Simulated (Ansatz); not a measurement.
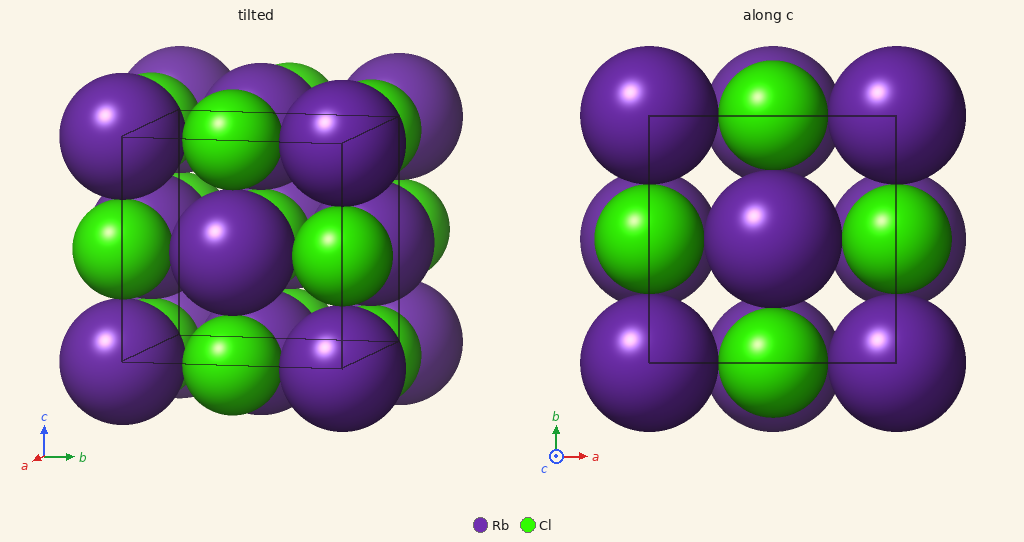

We look at a space-filling model of the crystal slightly off an axis and along the c axis. Lines trace the edges of the conventional unit cell.

RbCl, rock salt (NaCl type), space group Fm-3m (No. 225), a = 6.612 Å, b = 6.612 Å, c = 6.612 Å, α = 90.00°, β = 90.00°, γ = 90.00°. The structure comes from a structure type filled with these elements by a generator (whether the compound takes this form wasn't checked). Earlier steps of the study, as a rule a relaxation of our own, may have changed the cell and positions, so they can lie some per cent off the listed ones. Ansatz was used for an electronic-structure calculation on it.

This one geometry was computed with Ansatz (DFT, plane waves, PAW) at three levels of theory: r2SCAN, HSE06 and PBE. It was relaxed beforehand with r2SCAN.

Question: How does the band gap change with the level of theory?

Answer: PBE: a gap of 4.96 eV, direct; r2SCAN: a gap of 5.56 eV, direct; HSE06: a gap of 6.25 eV, direct.

Question: Collect the results in a table.

Answer:
| level | cutoff (eV) | k-mesh of the run's cell | gap (eV) | pressure (GPa) |
| --- | --- | --- | --- | --- |
| r2SCAN | 500 | 6×6×6 | 5.56 | 0.0 |
| HSE06 | 420 | 4×4×4 | 6.25 | 0.3 |
| PBE | 420 | 6×6×6 | 4.96 | 0.6 |

Gaps are taken on the k-mesh or band path of each run.
